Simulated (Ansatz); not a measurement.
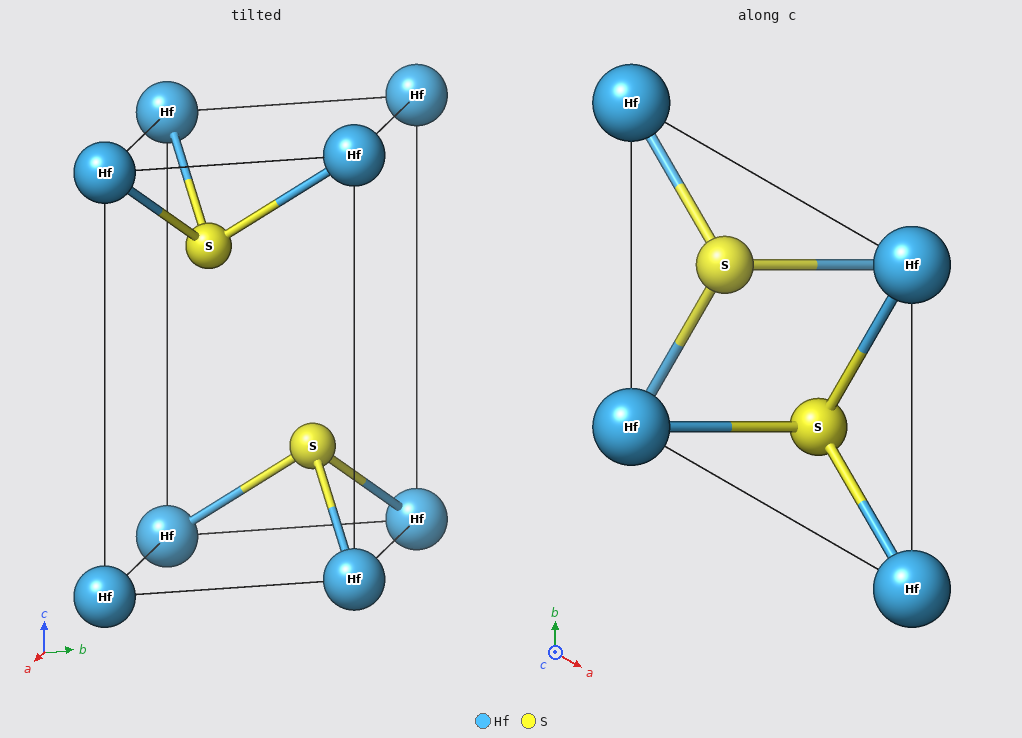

A ball-and-stick rendering, viewed slightly off an axis and along the c axis. Atoms at the boundary of the conventional unit cell (the box) are drawn once for each face, edge or corner they touch. Cell: a = 3.65 Å, b = 3.65 Å, c = 6.13 Å, α = 90.00°, β = 90.00°, γ = 120.00°.

Provenance: a structure listed in the Materials Project. Earlier steps of the study may have refined or changed the cell and positions. It was run through Ansatz as a DFT input.

In words:

The solid is HfS2. Its lattice is primitive hexagonal, its space group P-3m1 (No. 164). The structure is of the kind named cadmium iodide (CdI₂, 1T) type. One cell contains 1 Hf, 2 S, 3 atoms in all. The coordination shell of Hf holds six S in an octahedral arrangement at about 2.5 Å. Around each S lie three Hf in a trigonal pyramidal arrangement at about 2.5 Å. Not all metal-metal contacts are counted. The bonds build HfS2 layers parallel to (001).

Computational set-up: DFT r2SCAN, scalar-relativistic, plane waves, PAW in Ansatz, 500 eV cutoff, 12×12×6 k-mesh, Gaussian smearing of 0.02 eV, no spin polarisation.

Classify it as metallic or gapped, with the value.

A semiconductor at this level, with a gap of 1.55 eV, indirect.

Predict the Bader charges.

Hf +2.25 e; S -1.13 e.

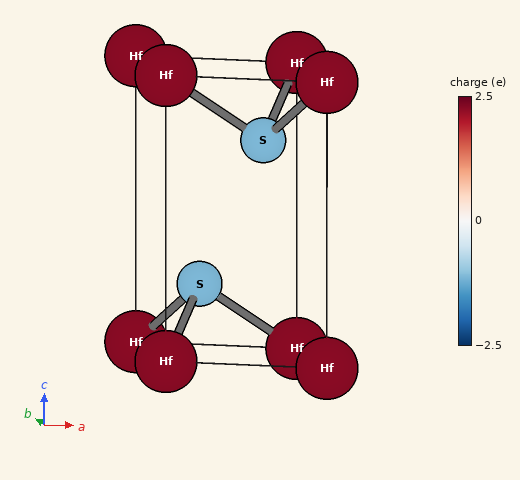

The atoms coloured by those charges. The run's cell of 3 atoms is drawn.

Is this an equilibrium geometry for the method given?

Yes. All forces vanish to within 0.01 eV/Å. The pressure is 0.0 GPa, close to zero.
